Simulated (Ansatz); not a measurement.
Single-point calculation of CoPdO2

CoPdO2 (R-3m, 4 atoms in the cell), computed with DFT PBE, scalar-relativistic, plane waves, PAW, no spin polarisation (Ansatz 0.2.0).

The structure derives from an entry of the Crystallography Open Database.

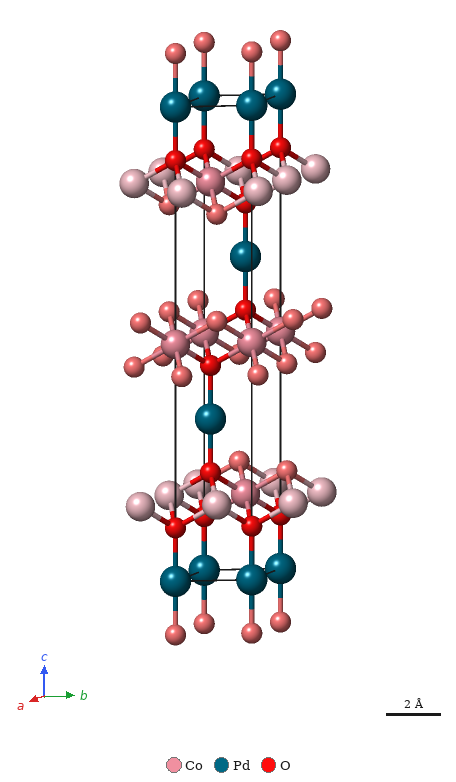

Fig. 1: The input geometry (ball-and-stick view of the cell 3 times as large as that of the calculation, set on its symmetry axes, seen slightly off an axis; neighbours outside the cell are drawn fainter). Near neighbours in the crystal (not all of them lie inside the picture): Co has 6 O at 1.91 Å; Pd has 2 O at 2.01 Å; O has 3 Co at 1.91 Å and 1 Pd at 2.01 Å.

## Summary

- outcome: converged
- space group (tolerance 0.01 Å): R-3m (166)
- electrons treated: 47
- free energy: −13232.3039 eV
- Fermi energy: 14.314 eV
- gap on the k-point mesh: none (metallic)
- pressure: 0.04 GPa
- largest force (length of the vector): 0.002 eV/Å
- hardware: 1 thread of AMD EPYC (Zen 3), 32 GiB of memory available, shared host
- wall time: 64 s
- peak memory: 0.79 GiB

## Notes

The run has no spin polarisation, so a magnetic state may lie lower.

## The input
```yaml
crystal:
  lattice:
    - [1.4310570739, 0.8262211869, 5.9455726809]
    - [-1.4310570739, 0.8262211869, 5.9455726809]
    - [0.0, -1.6524423737, 5.9455726809]
  atoms:
    - { symbol: Co, position: [0.5, 0.5, 0.5] }
    - { symbol: Pd, position: [0.0, 0.0, 0.0] }
    - { symbol: O, position: [0.1128397896, 0.1128397896, 0.1128397896] }
    - { symbol: O, position: [0.8871602104, 0.8871602104, 0.8871602104] }
basis:
  ecutwfc: 420
kpoints:
  mp_grid: { grid: [18, 18, 18] }
hamiltonian:
  xc: pbe
scf:
  occupations: { method: gaussian, width: 0.15 }
output:
  forces: true
  stress: true
  eigenvalues: true
  write_density: true
  write_potential: true
  elf: true
  volumetric_format: npy
```

Run as:
```bash
ansatz run input.yaml --threads 1 --pin off --max-ram 2560MiB --backend cpu --events-out ev --progress --plain --runs-dir out
```

## What the program printed
```
basis.fft_grid_basis auto: the FFT boxes are laid along the combinations [[1, -1, 0], [0, 1, 0], [0, -1, 1]] of the cell's own vectors, 2.862, 6.171 and 2.862 Å long. The dense box has 20×45×20 points. Along the cell's own vectors, as sized, it would have 45×45×45, 5.06 times as many. Of the 12 symmetry operations that the crystal satisfies within crystal.symmetry.tolerance (time reversal apart; of a slab, those that keep its plane) the dense box along the cell's own vectors carries 12, and the one as laid loses 8 of those. basis.fft_grid_basis: typed keeps the cell's own vectors: state it where this run's energies or levels are differenced outside the engine with another run's, or held beside a run that keeps those vectors. Those combinations have planes normal to reciprocal vector 3, as the cell's own vectors have. Each planar average written beside output.write_density, output.write_potential has a row for each plane of the box: 20. The volumetric files lie along those combinations, not along the cell's own vectors: a cube or XSF file states them, and fields.json those of NumPy files.
Engine: ansatz 0.2.0, x86_64-unknown-linux-gnu
Pseudopotentials: kind: paw
Pseudopotential: Co, paw, valence charge 17, recommended cutoff 420 eV (normal), Co.paw.azcp
Pseudopotential: Pd, paw, valence charge 18, recommended cutoff 420 eV (normal), Pd.paw.azcp
Pseudopotential: O, paw, valence charge 6, recommended cutoff 420 eV (normal), O.paw.azcp
Functional definition: PBE
  parameter kappa = 0.804
  parameter beta = 0.06672455060314922
  exchange = pbe_x(kappa = kappa, mu = beta*pi^2/3)
  correlation = pbe_c(beta = beta)
Crystal: 4 atoms, lattice volume = 42.179 Å³
Basis set: ecut = 420 eV, 829 PW (Γ), FFT grids on a1−a2, a2, −a2+a3, exchange–correlation on 40×90×40 points (8 copies of the dense FFT grid, shifted against one another)
Bands: 29, of which v1, the nominal top of the filled ones, is band 24 counted from 1 (23 counted from 0)
Symmetry: 12 space group operations
Space group: R-3m (ITA 166), of the structure as read, at distance tolerance 3.5e-5 Å
k-points: 580 of 5832
Non-local potential: Co, projectors of the file, l = 0: 3, l = 1: 2, l = 2: 3, l = 3: 1
Non-local potential: Pd, projectors of the file, l = 0: 2, l = 1: 2, l = 2: 2, l = 3: 1
Non-local potential: O, projectors of the file, l = 0: 2, l = 1: 2, l = 2: 1
PAW form: soft (Blöchl's): semilocal exchange-correlation on the pseudo side does not see the compensation charge
PAW one-centre angular grid: Co, 590 points (default); XC on 64 Gauss nodes
PAW one-centre angular grid: Pd, 590 points (default); XC on 64 Gauss nodes
PAW one-centre angular grid: O, 110 points (default); XC on 64 Gauss nodes
Initial density: superposition of atomic densities (neutral atoms: chi_scale 0, normalization atom), corrected by the library's trained network
Initial wavefunctions: pseudopotential atomic-orbital guess
Functional: x = pbe(κ = 0.804, μ = 0.2195149727645171), c = pbe(β = 0.06672455060314922)
SCF iter   1: F=—  HF=-13232.305614 eV  |F-HF|=—  |Δ(HF+E_count)|=         —  Δρ=7.03e-3  dr2=2.95e-2  ethr=1.77e-3  ⟨swp⟩=5.4  Hψ=65577  notcnv=0
preconditioner: auto → Kerker (q_TF=auto, 2.778 Å⁻¹)  [metal: Δε(μ)=0.076 eV  Ē_g=10.444 eV  σ=0.150 eV  W_gap=0.27  n_scr=16 (ndim 8)  ℏωp=31.8 eV  f_vac=0.009  D(μ)=0.87/eV (n_scr^D=2)]
SCF iter   2: F=—  HF=-13232.304667 eV  |F-HF|=—  |Δ(HF+E_count)|=   9.47e-4  Δρ=3.13e-3  dr2=8.75e-3  ethr=6.27e-5  ⟨swp⟩=1.7  Hψ=22325  notcnv=0
SCF iter   3: F=—  HF=-13232.304167 eV  |F-HF|=—  |Δ(HF+E_count)|=   5.01e-4  Δρ=7.29e-4  dr2=1.20e-3  ethr=1.86e-5  ⟨swp⟩=1.0  Hψ=16297  notcnv=0
SCF iter   4: F=—  HF=-13232.304041 eV  |F-HF|=—  |Δ(HF+E_count)|=   1.26e-4  Δρ=3.76e-4  dr2=1.16e-4  ethr=2.55e-6  ⟨swp⟩=1.0  Hψ=16297  notcnv=0
SCF iter   5: F=—  HF=-13232.304013 eV  |F-HF|=—  |Δ(HF+E_count)|=   2.75e-5  Δρ=1.85e-4  dr2=1.60e-5  ethr=2.46e-7  ⟨swp⟩=2.2  Hψ=24715  notcnv=0
SCF iter   6: F=—  HF=-13232.303893 eV  |F-HF|=—  |Δ(HF+E_count)|=   1.20e-4  Δρ=5.53e-5  dr2=2.28e-6  ethr=3.40e-8  ⟨swp⟩=2.3  Hψ=24617  notcnv=0
SCF iter   7: F=-13232.303893 eV  HF=-13232.303893 eV  |F-HF|=4.35e-10  |Δ(HF+E_count)|=   1.00e-7  Δρ=1.94e-5  dr2=9.70e-8  ethr=2.13e-10  ⟨swp⟩=9.5  Hψ=115766  notcnv=0
SCF 1 converged in 7 iterations: F = -13232.303893 eV  dr2 = 9.70e-8
  greatest PAW one-centre occupation: 1.000 electrons in one spin orbital (limit 2), on the Co atom at site 0 (counted from 0), in its partial waves of l = 0
```

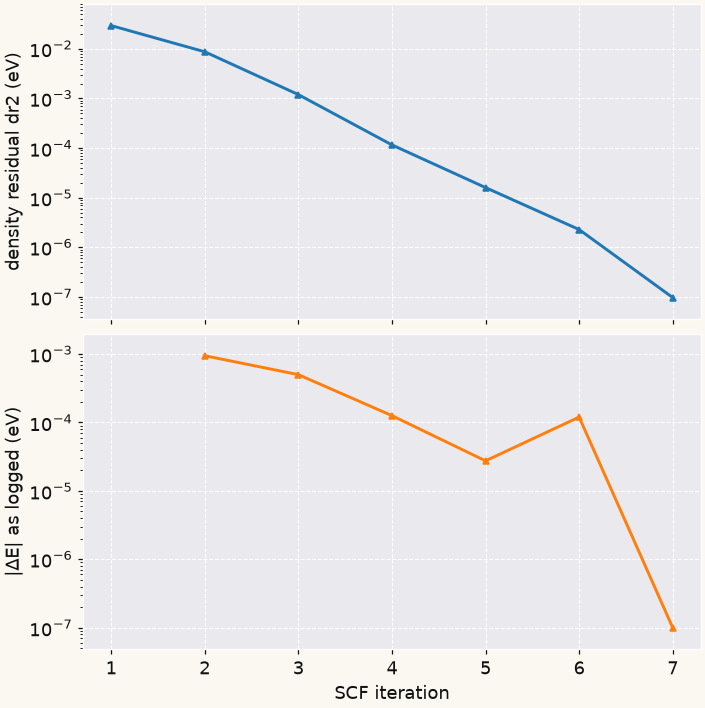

Fig. 2: Convergence of the self-consistent field: density residual dr2 and size of the energy change against the SCF iteration. The residual falls at every step.

```
SCF converged after 7 iterations
Free energy (F): -13232.303893 eV
Harris-Foulkes:  -13232.303893 eV  (|F-HF|=4.35e-10)
Internal energy: -13232.295146 eV  (E = F + TS)
E sigma→0 (E₀):  -13232.299520 eV
Entropy (-TS):   -0.008748 eV (-2.187 meV/atom)
Fermi energy:    14.313847 eV
--- Per-component energies (eV) ---
  E_band       = -512.038931
  E_kinetic    = 1311.755773
  E_local      = -6091.085738  (includes V_loc(G=0)·N_el)
  E_nonlocal   = 768.299291
  E_hartree    = 2491.673100
  E_xc         = -472.682593
  E_vxc        = -601.850314  (∫ρ·V_xc dr)
  E_paw        = -5578.186253  (= ΣΔE_a)
  E_vpaw       = -882.497336  (= ΣTr[D̂ρ^β])
  E_aug_tail   = 0.004945  (compensation charges beyond the density's cutoff)
  E_ewald      = -5662.073671
  E_smearing   = -0.008748  (= −TS)
  E_closure    = -0.000000  (closes the sum)
  Σ components = -13232.303893   (vs F -13232.303893, Δ=0.00e0)
--- Forces (eV/Å), atoms counted from 1 ---
  atom   1  Co     0.00000000     0.00000000     0.00000000
  atom   2  Pd    -0.00000000     0.00000000     0.00000000
  atom   3  O      0.00000000     0.00000000     0.00223022
  atom   4  O     -0.00000000    -0.00000000    -0.00223022
  max |Σ_I F_I| component: 1.85e-17 eV/Å
--- Stress (GPa, compression-positive) ---
        0.022843       0.000000      -0.000000
        0.000000       0.022843       0.000000
       -0.000000       0.000000       0.075811
  P = ⅓ Tr σ = 0.0405 GPa (0.405 kbar)
--- Band table (eV; the first three rows and the last of 580) ---
  k-point 0: bands = ["-81.1167", "-70.0810", "-44.4087", "-44.4087", "-44.3314", "-36.1776", "-35.5158", "-35.5158", "-6.5440", "-4.6585", "5.9212", "8.2933", "8.2933", "9.3992", "10.4899", "11.5338", "11.5338", "11.8434", "11.8434", "12.6601", "12.6601", "12.9103", "12.9103", "13.3862", "16.4024", "16.4024", "17.1530", "20.6892", "23.5391"]
  k-point 1: bands = ["-81.1165", "-70.0803", "-44.4107", "-44.4092", "-44.3311", "-36.1769", "-35.5219", "-35.5173", "-6.5090", "-4.6568", "5.9605", "8.2032", "8.3119", "9.4606", "10.5766", "11.3289", "11.4110", "11.8203", "11.9068", "12.6390", "12.6699", "12.9387", "12.9942", "13.3967", "16.3207", "16.3752", "17.2084", "20.8468", "23.6240"]
  k-point 2: bands = ["-81.1160", "-70.0786", "-44.4165", "-44.4105", "-44.3302", "-36.1748", "-35.5395", "-35.5217", "-6.4063", "-4.6525", "6.0744", "7.9872", "8.3660", "9.6071", "10.7165", "10.9379", "11.1426", "11.7479", "12.0701", "12.5049", "12.6706", "13.0232", "13.1983", "13.4315", "16.1116", "16.3005", "17.3530", "21.2749", "23.8727"]
  k-point 579: bands = ["-81.1166", "-70.0810", "-44.4087", "-44.4087", "-44.3314", "-36.1776", "-35.5158", "-35.5158", "-6.3926", "-4.9025", "7.0851", "8.3938", "8.3938", "8.6701", "9.4351", "10.9340", "10.9340", "11.8527", "11.8527", "12.7793", "12.7793", "13.5483", "13.5483", "13.8381", "16.1208", "16.1208", "18.3518", "19.5293", "23.5546"]
```

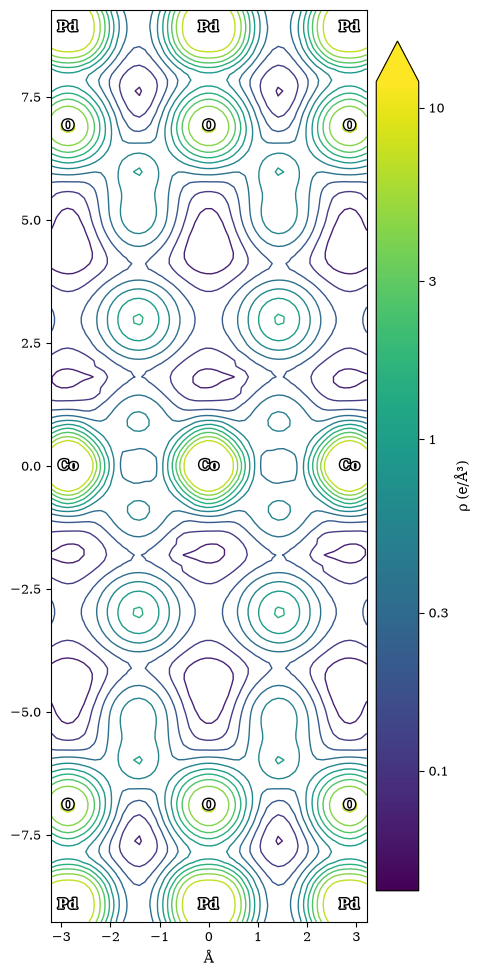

Fig. 3: Valence electron density on the (100) plane of the conventional cell. The section cuts through Co, Pd and O sites. Pd–O (2.01 Å): the density is about 0.75 e/Å³ at the midpoint. Away from the nuclei the density in this plane falls to 0.04 e/Å³ at its lowest. The fields are those of the smooth PAW valence density.

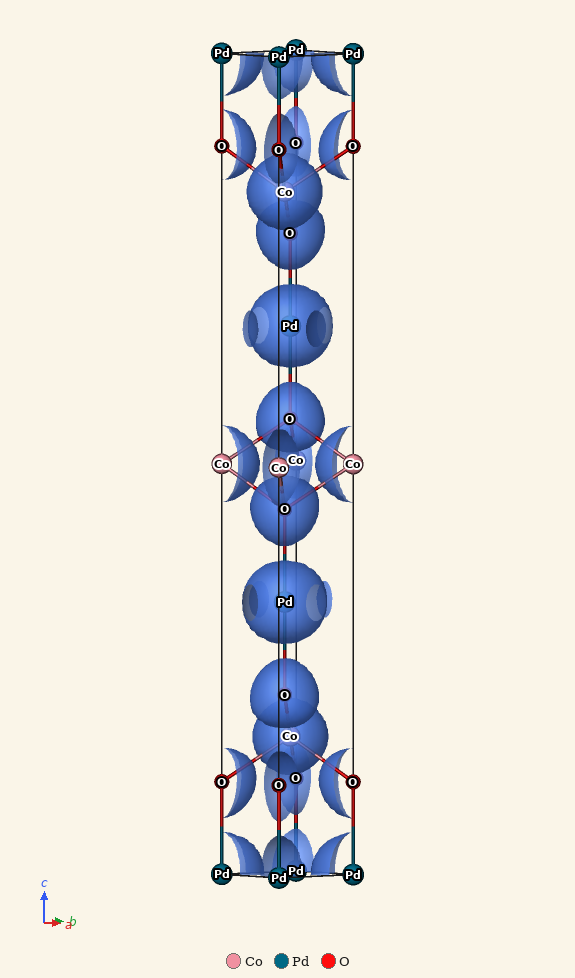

Fig. 4: Isosurface of the valence electron density at 1 e/Å³ (blue), seen at an oblique angle. Sticks mark near contacts. The outline is the cell set on symmetry axes. At this value the density breaks into separate islands; it holds about 80 % of the electrons treated as valence (semicore included). It is pinched off along the Co–O (1.91 Å) and Pd–O (2.01 Å) contacts. On the grid the lowest density along these lines, outside the cores, is 0.71 e/Å³ (Co–O, 1.91 Å) and 0.74 e/Å³ (Pd–O, 2.01 Å).
